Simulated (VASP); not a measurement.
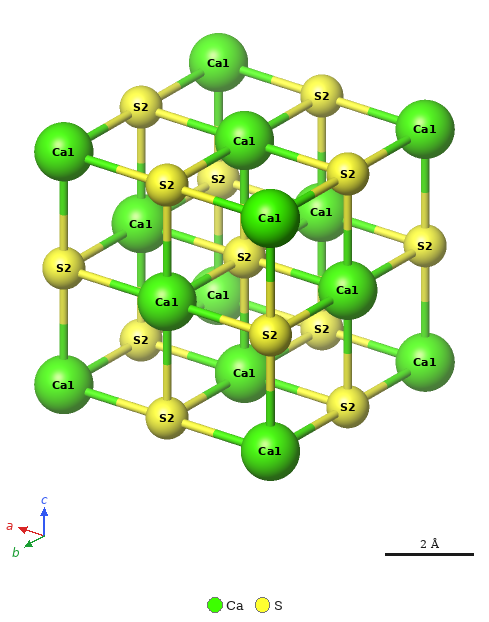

**Figure 1.** The structure (ball-and-stick view of the cell 4 times as large as that of the calculation, set on its symmetry axes, seen at an oblique angle; atoms are numbered from 1 in the order of the input).

**Single-point calculation, with input and output: CaS**

The run: single-point calculation of CaS (Fm-3m, 2 atoms in the cell). Method and program: DFT, plane waves, PAW, settings varied from a PBE run (VASP 6.6.1).

The structure derives from an entry of the Crystallography Open Database. The geometry comes from this level: r2SCAN (a point of a series of strains).

**OSZICAR**
```
N       E                     dE             d eps       ncg     rms          rms(c)
DAV:   1     0.106729273153E+03    0.10673E+03   -0.75983E+03   870   0.998E+02
DAV:   2    -0.546487240954E+01   -0.11219E+03   -0.10683E+03  1059   0.244E+02
DAV:   3    -0.103242532420E+02   -0.48594E+01   -0.48140E+01  1245   0.482E+01
DAV:   4    -0.105801158306E+02   -0.25586E+00   -0.25576E+00  1269   0.945E+00
DAV:   5    -0.105820591941E+02   -0.19434E-02   -0.19433E-02  1188   0.898E-01    0.497E+00
DAV:   6    -0.102865635158E+02    0.29550E+00   -0.48324E-01  1024   0.348E+00    0.323E+00
DAV:   7    -0.102845692249E+02    0.19943E-02   -0.11389E-01  1112   0.204E+00    0.178E+00
DAV:   8    -0.102934003433E+02   -0.88311E-02   -0.24397E-02   955   0.120E+00    0.410E-01
DAV:   9    -0.102927329542E+02    0.66739E-03   -0.13996E-03  1101   0.307E-01    0.119E-01
DAV:  10    -0.102931050645E+02   -0.37211E-03   -0.42595E-04  1083   0.137E-01    0.356E-02
DAV:  11    -0.102931528352E+02   -0.47771E-04   -0.90267E-05  1024   0.702E-02    0.208E-02
DAV:  12    -0.102931536057E+02   -0.77053E-06   -0.54583E-06  1117   0.175E-02
   1 F= -.10293154E+02 E0= -.10293154E+02  d E =-.657269E-10
```

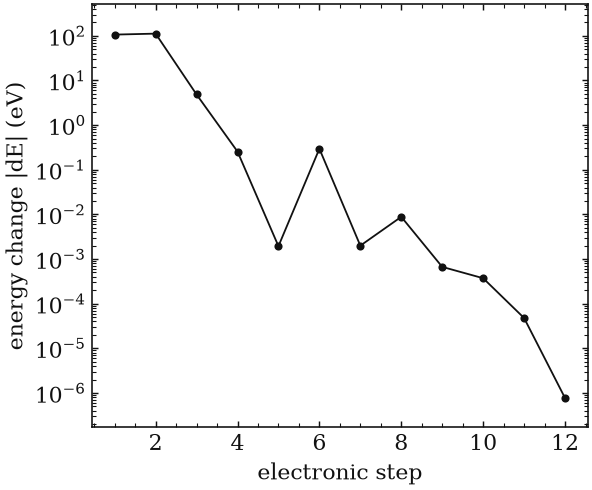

**Figure 2.** Convergence of the self-consistent field: energy change |dE| against the electronic step. It takes 12 electronic steps. The density is held fixed in the first few steps, and dE rises again when its update begins.

**Parts of OUTCAR**
```
k-points           NKPTS =     29   k-points in BZ     NKDIM =     29   number of bands    NBANDS=     15

   NELECT =      16.0000    total number of electrons

   dimension x,y,z NGX =    32 NGY =   32 NGZ =   32
   dimension x,y,z NGXF=    64 NGYF=   64 NGZF=   64

  energy-cutoff  :      520.00
  volume of cell :       51.49
      direct lattice vectors                 reciprocal lattice vectors
     0.000000000  2.952739779  2.952739779    -0.169334258  0.169334258  0.169334258
     2.952739779  0.000000000  2.952739779     0.169334258 -0.169334258  0.169334258
     2.952739779  2.952739779  0.000000000     0.169334258  0.169334258 -0.169334258

 k-points in reciprocal lattice and weights: KPOINTS created by Atomic Simulation Env
   0.00000000  0.00000000  0.00000000       0.002
   0.12500000  0.00000000  0.00000000       0.016
   0.25000000  0.00000000  0.00000000       0.016
   0.37500000  0.00000000  0.00000000       0.016
   0.50000000  0.00000000  0.00000000       0.008
   0.12500000  0.12500000  0.00000000       0.012
   0.25000000  0.12500000  0.00000000       0.047
   0.37500000  0.12500000  0.00000000       0.047
   0.50000000  0.12500000  0.00000000       0.047
  -0.37500000  0.12500000  0.00000000       0.047
  -0.25000000  0.12500000  0.00000000       0.047
  -0.12500000  0.12500000  0.00000000       0.023
   0.25000000  0.25000000  0.00000000       0.012
   0.37500000  0.25000000  0.00000000       0.047
   0.50000000  0.25000000  0.00000000       0.047
  -0.37500000  0.25000000  0.00000000       0.047
  -0.25000000  0.25000000  0.00000000       0.023
   0.37500000  0.37500000  0.00000000       0.012
   0.50000000  0.37500000  0.00000000       0.047
  -0.37500000  0.37500000  0.00000000       0.023
   0.50000000  0.50000000  0.00000000       0.006
   0.37500000  0.25000000  0.12500000       0.047
   0.50000000  0.25000000  0.12500000       0.094
  -0.37500000  0.25000000  0.12500000       0.047
   0.50000000  0.37500000  0.12500000       0.047
  -0.37500000  0.37500000  0.12500000       0.094
  -0.25000000  0.37500000  0.12500000       0.047
  -0.37500000  0.50000000  0.12500000       0.023
  -0.25000000  0.50000000  0.25000000       0.012

 E-fermi :   3.3434

 k-point     1 :       0.0000    0.0000    0.0000
  band No.  band energies     occupation
      1     -37.5916      2.00000
      2     -18.5573      2.00000
      3     -18.5573      2.00000
      4     -18.5573      2.00000
      5      -8.9888      2.00000
      6       2.0039      2.00000
      7       2.0039      2.00000
      8       2.0039      2.00000
      9       5.5116      0.00000
     10       6.1471      0.00000
     11       6.1471      0.00000
     12       6.1471      0.00000
     13       6.6508      0.00000
     14       6.6508      0.00000
     15      12.5961      0.00000

 k-point     2 :       0.1250    0.0000    0.0000
  band No.  band energies     occupation
      1     -37.5907      2.00000
      2     -18.5722      2.00000
      3     -18.5585      2.00000
      4     -18.5585      2.00000
      5      -8.9072      2.00000
      6       1.4064      2.00000
      7       1.8241      2.00000
      8       1.8241      2.00000
      9       5.9456      0.00000
     10       6.3426      0.00000
     11       6.3426      0.00000
     12       6.4258      0.00000
     13       6.9875      0.00000
     14       6.9875      0.00000
     15      12.5379      0.00000

 k-point     3 :       0.2500    0.0000    0.0000
  band No.  band energies     occupation
      1     -37.5885      2.00000
      2     -18.6077      2.00000
      3     -18.5616      2.00000
      4     -18.5616      2.00000
      5      -8.7011      2.00000
      6       0.3736      2.00000
      7       1.4598      2.00000
      8       1.4598      2.00000
      9       6.1506      0.00000
     10       6.8383      0.00000
     11       6.8383      0.00000
     12       7.6006      0.00000
     13       7.8354      0.00000
     14       7.8354      0.00000
     15      11.7196      0.00000

 k-point     4 :       0.3750    0.0000    0.0000
  band No.  band energies     occupation
      1     -37.5863      2.00000
      2     -18.6427      2.00000
      3     -18.5647      2.00000
      4     -18.5647      2.00000
      5      -8.4796      2.00000
      6      -0.4296      2.00000
      7       1.1594      2.00000
      8       1.1594      2.00000
      9       6.5443      0.00000
     10       7.4781      0.00000
     11       7.4781      0.00000
     12       8.0749      0.00000
     13       8.8168      0.00000
     14       8.8168      0.00000
     15      11.3603      0.00000

 k-point     5 :       0.5000    0.0000    0.0000
  band No.  band energies     occupation
      1     -37.5854      2.00000
      2     -18.6570      2.00000
      3     -18.5660      2.00000
      4     -18.5660      2.00000
      5      -8.3823      2.00000
      6      -0.7290      2.00000
      7       1.0479      2.00000
      8       1.0479      2.00000
      9       6.9910      0.00000
     10       7.6862      0.00000
     11       7.8365      0.00000
     12       7.8365      0.00000
     13       9.4541      0.00000
     14       9.4541      0.00000
     15      10.5066      0.00000

 [... the levels of 23 k-points are left out ...]

 k-point    29 :      -0.2500    0.5000    0.2500
  band No.  band energies     occupation
      1     -37.5833      2.00000
      2     -18.6105      2.00000
      3     -18.6105      2.00000
      4     -18.5929      2.00000
      5      -8.4033      2.00000
      6       0.4217      2.00000
      7       0.4217      2.00000
      8       0.6600      2.00000
      9       6.6855      0.00000
     10       6.6855      0.00000
     11       7.6506      0.00000
     12       7.9558      0.00000
     13       8.3472      0.00000
     14      10.4204      0.00000
     15      11.3666      0.00000

  Total       -1.4617521     -1.4617521     -1.4617521      0.0000000      0.0000000      0.0000000
  in kB      -45.4861085    -45.4861085    -45.4861085      0.0000000      0.0000000      0.0000000
  external PRESSURE =     -45.4861085 kB  Pullay stress =       0.0000000 kB

 POSITION                                       TOTAL-FORCE (eV/Angst)
 -----------------------------------------------------------------------------------
      0.00000      0.00000      0.00000         0.000000      0.000000      0.000000
      2.95274      2.95274      2.95274         0.000000     -0.000000     -0.000000
 -----------------------------------------------------------------------------------
    total drift:                                0.000000     -0.000000     -0.000000

  FREE ENERGIE OF THE ION-ELECTRON SYSTEM (eV)
  ---------------------------------------------------
  free  energy   TOTEN  =       -10.2931536057 eV

  energy  without entropy=      -10.2931536057  energy(sigma->0) =      -10.29315361
```

This output came from the following input.

**INCAR**
```
ENCUT = 520.000000
GGA = PE
PREC = Accurate
IBRION = -1
ISIF = 2
NBANDS = 15
NSW = 0
LASPH = .TRUE.
LCHARG = .FALSE.
LWAVE = .FALSE.
LREAL = .FALSE.
ISMEAR = 0
SIGMA = 0.3
EDIFF = 1e-06
NELM = 94
```

**KPOINTS**
```
KPOINTS created by Atomic Simulation Environment
0
Gamma
8 8 8
0 0 0
```

**POSCAR**
```
Ca S
 1.0000000000000000
     0.0000000000000000    2.9527397793999999    2.9527397793999999
     2.9527397793999999    0.0000000000000000    2.9527397793999999
     2.9527397793999999    2.9527397793999999    0.0000000000000000
 Ca  S
   1   1
Cartesian
  0.0000000000000000  0.0000000000000000  0.0000000000000000
  2.9527397793999999  2.9527397793999999  2.9527397793999999
```

Launch command:
```bash
mpirun -np 1 vasp_std
```

**Summary**

```json
{"quantity": "outcome", "value": "converged"}
{"quantity": "space group (tolerance 0.01 Å)", "value": "Fm-3m (225)"}
{"quantity": "electrons treated", "value": "16"}
{"quantity": "free energy", "value": "−10.2932 eV"}
{"quantity": "Fermi energy", "value": "3.343 eV"}
{"quantity": "band gap", "value": "2.56 eV"}
{"quantity": "pressure", "value": "−4.55 GPa"}
{"quantity": "largest force (length of the vector)", "value": "under 0.001 eV/Å"}
{"quantity": "hardware", "value": "1 CPU thread, shared host"}
{"quantity": "wall time", "value": "18 s"}
{"quantity": "peak memory", "value": "0.17 GiB"}
```

**Remarks**

Settings chosen away from the usual ones: ISMEAR = 0; SIGMA = 0.3; EDIFF = 1e-06; NELM = 94. These settings are looser than, or depart from, a standard set-up, so the numbers are not reference values for this system.
